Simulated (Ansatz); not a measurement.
## Single-point calculation of C

System: C (P6₃/mmc, 4 atoms in the cell).
Method: DFT r2SCAN, scalar-relativistic, plane waves, PAW, no spin polarisation (Ansatz 0.2.0).

The structure derives from an entry of the Crystallography Open Database. Figures and captions count atoms from 1; the log counts them from 0 in places.

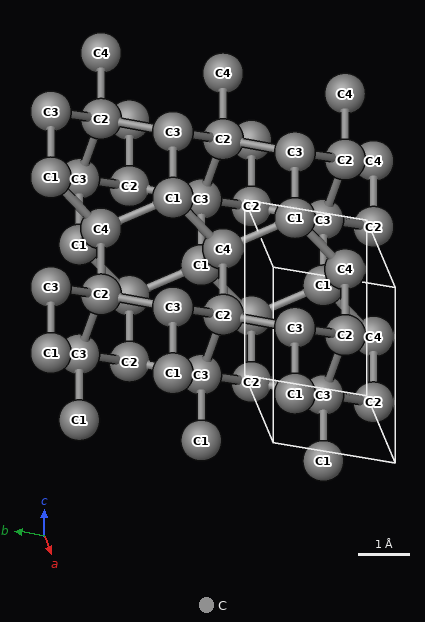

**Figure 1.** The input geometry (ball-and-stick view of the cell of the calculation, repeated 2 × 3 × 2, seen at an oblique angle; atoms are numbered from 1 in the order of the input). An atom can appear more than once, as a periodic image. Near neighbours in the periodic cell (some may lie outside the picture): C has 4 C at 1.54 Å.

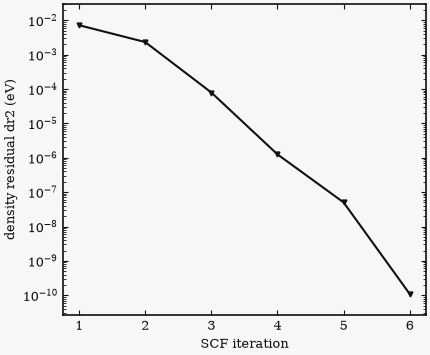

**Figure 2.** Convergence of the self-consistent field: density residual dr2 against the SCF iteration. The residual falls at every step.

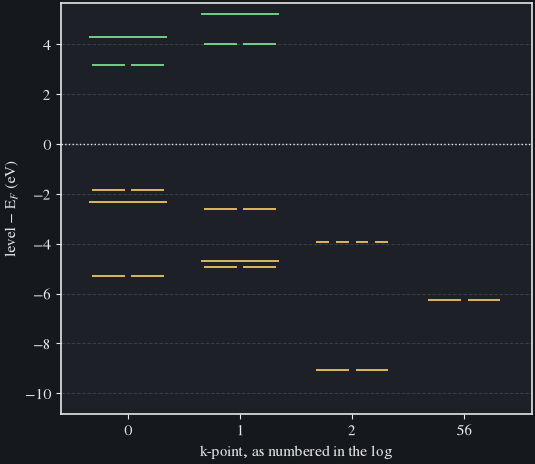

**Figure 3.** Kohn–Sham levels near the Fermi level (dotted) at the few k-points that the log prints; levels within 0.02 eV of each other stand side by side. Among these points the highest filled and lowest empty levels are 5.00 eV apart; the gap on the full mesh, 3.66 eV, has an edge at a point that isn't printed.

These pictures come from the run below.

### The input
```yaml
crystal:
  lattice:
    - [2.5220988435, 0.0, 0.0]
    - [-1.2610494217, 2.1842016693, 0.0]
    - [0.0, 0.0, 4.1186]
  atoms:
    - { symbol: C, position: [0.3333333333, 0.6666666667, 0.0625] }
    - { symbol: C, position: [0.6666666667, 0.3333333333, 0.5625] }
    - { symbol: C, position: [0.3333333333, 0.6666666667, 0.4375] }
    - { symbol: C, position: [0.6666666667, 0.3333333333, 0.9375] }
basis:
  ecutwfc: 500
kpoints:
  mp_grid: { grid: [12, 12, 4] }
hamiltonian:
  xc: r2scan
scf:
  occupations: { method: gaussian, width: 0.1 }
output:
  forces: true
  stress: true
  eigenvalues: true
```

Command:
```bash
ansatz run input.yaml --threads 2 --pin off --max-ram 5120MiB --backend cpu --events-out ev --progress --plain --runs-dir out
```

### What the program printed
```
Engine: ansatz 0.2.0, x86_64-unknown-linux-gnu
Pseudopotentials: kind: paw
Pseudopotential: C, paw, valence charge 4, recommended cutoff 500 eV (meta_gga), C.paw.azcp
Functional definition: r2SCAN
  parameter k0 = 0.174
  parameter k1 = 0.065
  parameter a1 = 4.9479
  exchange = r2scan_x(k0 = k0, k1 = k1, a1 = a1)
  correlation = r2scan_c
Crystal: 4 atoms, lattice volume = 22.688 Å³
Basis set: ecut = 500 eV, 573 PW (Γ), exchange–correlation on 80×80×128 points (64 copies of the dense FFT grid, shifted against one another)
Bands: 12, of which v1, the nominal top of the filled ones, is band 8 counted from 1 (7 counted from 0)
Symmetry: 24 space group operations
Space group: P63/mmc (ITA 194), of the structure as read, at distance tolerance 2.8e-5 Å
k-points: 57 of 576
Non-local potential: C, projectors of the file, l = 0: 2, l = 1: 2, l = 2: 1
PAW form: soft (Blöchl's): semilocal exchange-correlation on the pseudo side does not see the compensation charge
PAW frozen core: C, regenerated for the run's functional (the file was generated under x = pbe(κ = 0.804, μ = 0.2195149727645171), c = pbe(β = 0.06672455060314922))
PAW one-centre angular grid: C, 302 points (default); XC on 239 of its mesh's 2573 points in the sphere
Initial density: superposition of atomic densities (neutral atoms: chi_scale 0, normalization atom), corrected by the library's trained network
Initial wavefunctions: pseudopotential atomic-orbital guess
Functional: x = r2scan, c = r2scan; τ floored in thin density (d = 2e-4 eV/Å³)
SCF iter   1: F=—  HF=-1005.975747 eV  |F-HF|=—  |Δ(HF+E_count)|=         —  Δρ=9.76e-3  dr2=7.24e-3  dr2_τ=7.59e-1  ethr=1.77e-3  ⟨swp⟩=5.7  Hψ=4032  notcnv=0
preconditioner: auto → none  [insulator: Δε(μ)=3.617 eV  Ē_g=17.913 eV  σ=0.100 eV  W_gap=1.00  n_scr=2 (ndim 8)  ℏωp=31.2 eV  f_vac=0.000  D(μ)=0.00/eV (n_scr^D=0)  ε∞_Penn≈4.0]
SCF iter   2: F=—  HF=-1006.088016 eV  |F-HF|=—  |Δ(HF+E_count)|=   1.12e-1  Δρ=5.83e-3  dr2=2.34e-3  dr2_τ=1.33e-4  ethr=4.53e-5  ⟨swp⟩=2.0  Hψ=1824  notcnv=0
SCF iter   3: F=—  HF=-1006.088020 eV  |F-HF|=—  |Δ(HF+E_count)|=   4.08e-6  Δρ=1.05e-3  dr2=7.95e-5  dr2_τ=1.80e-5  ethr=1.46e-5  ⟨swp⟩=2.0  Hψ=1131  notcnv=0
SCF iter   4: F=—  HF=-1006.088046 eV  |F-HF|=—  |Δ(HF+E_count)|=   2.54e-5  Δρ=1.42e-4  dr2=1.26e-6  dr2_τ=1.37e-7  ethr=4.97e-7  ⟨swp⟩=2.0  Hψ=1123  notcnv=0
iter 5 did not close the SCF: its close was put off for the readings that it lacked (scf_convergence_deferred on its scf_iter line)
SCF iter   5: F=-1006.088047 eV  HF=-1006.088047 eV  |F-HF|=5.02e-8  |Δ(HF+E_count)|=   1.52e-6  Δρ=2.78e-5  dr2=5.04e-8  dr2_τ=7.86e-9  ethr=7.90e-9  ⟨swp⟩=2.4  Hψ=1155  notcnv=0
SCF iter   6: F=-1006.088047 eV  HF=-1006.088047 eV  |F-HF|=8.21e-11  |Δ(HF+E_count)|=   5.52e-8  Δρ=1.27e-6  dr2=1.09e-10  dr2_τ=1.46e-11  ethr=3.15e-10  ⟨swp⟩=2.9  Hψ=2574  notcnv=0
SCF 1 converged in 6 iterations: F = -1006.088047 eV  dr2 = 1.09e-10
  greatest PAW one-centre occupation: 0.659 electrons in one spin orbital (limit 2), on the C atom at site 3 (counted from 0), in its partial waves of l = 0
SCF converged after 6 iterations
Free energy (F): -1006.088047 eV
Harris-Foulkes:  -1006.088047 eV  (|F-HF|=8.21e-11)
Internal energy: -1006.088047 eV  (E = F + TS)
E sigma→0 (E₀):  -1006.088047 eV
Fermi energy:    15.428351 eV
--- Per-component energies (eV) ---
  E_band       = 60.621526
  E_kinetic    = 368.449115
  E_local      = -244.400922  (includes V_loc(G=0)·N_el)
  E_nonlocal   = 105.134879
  E_hartree    = 54.359422
  E_xc         = -191.776906
  E_vxc        = -265.011461  (∫ρ·V_xc dr)
  E_paw        = -402.864020  (= ΣΔE_a)
  E_vpaw       = -26.254574  (= ΣTr[D̂ρ^β])
  E_aug_tail   = 0.000017  (compensation charges beyond the density's cutoff)
  E_vtau       = 13.985656  (kinetic-family band-sum trace: ∫τ·v_τ [+ j·A + Jᵃ·Aᵃ] dr)
  E_ewald      = -694.890538
  E_core_change = -0.099095  (= ΣΔE_core)
  E_smearing   = -0.000000  (= −TS)
  E_closure    = 0.000000  (closes the sum)
  Σ components = -1006.088047   (vs F -1006.088047, Δ=0.00e0)
--- Forces (eV/Å), atoms counted from 1 ---
  atom   1  C      0.00000000    -0.00000000     0.05953759
  atom   2  C     -0.00000000     0.00000000     0.05953759
  atom   3  C      0.00000000    -0.00000000    -0.05953759
  atom   4  C     -0.00000000     0.00000000    -0.05953759
  max |Σ_I F_I| component: 4.63e-17 eV/Å
--- Stress (GPa, compression-positive) ---
       -9.771788      -0.000000      -0.000000
       -0.000000      -9.771788      -0.000000
       -0.000000      -0.000000      16.666620
  P = ⅓ Tr σ = -0.9590 GPa (-9.590 kbar)
--- Band table (eV; the first three rows and the last of 57) ---
  k-point 0: bands = ["-9.4069", "-3.3908", "-0.7681", "10.1236", "10.1236", "13.1207", "13.5997", "13.5997", "18.5981", "18.5981", "19.7317", "21.4911"]
  k-point 1: bands = ["-8.9538", "-5.4444", "2.0432", "10.4872", "10.4872", "10.7310", "12.8358", "12.8358", "19.4297", "19.4297", "20.6332", "21.4894"]
  k-point 2: bands = ["-7.6084", "-7.6084", "6.3613", "6.3613", "11.4980", "11.4980", "11.4980", "11.4980", "21.1198", "21.1198", "21.1198", "21.1198"]
  k-point 56: bands = ["-1.0570", "-1.0570", "0.3496", "0.3496", "3.6882", "3.6882", "9.1581", "9.1581", "21.6871", "21.6871", "23.4553", "23.4553"]
```

### Summary

- outcome: converged
- space group (tolerance 0.01 Å): P6₃/mmc (194)
- electrons treated: 16
- free energy: −1006.0880 eV
- Fermi energy: 15.428 eV
- gap on the k-point mesh: 3.66 eV
- pressure: −0.96 GPa
- largest force (length of the vector): 0.060 eV/Å
- hardware: 2 threads of Intel Xeon @ 2.50GHz (Skylake/Cascade Lake), 189 GiB of memory available, shared host
- wall time: 2.7 s (CPU time 4.5 s)
- peak memory: 0.36 GiB
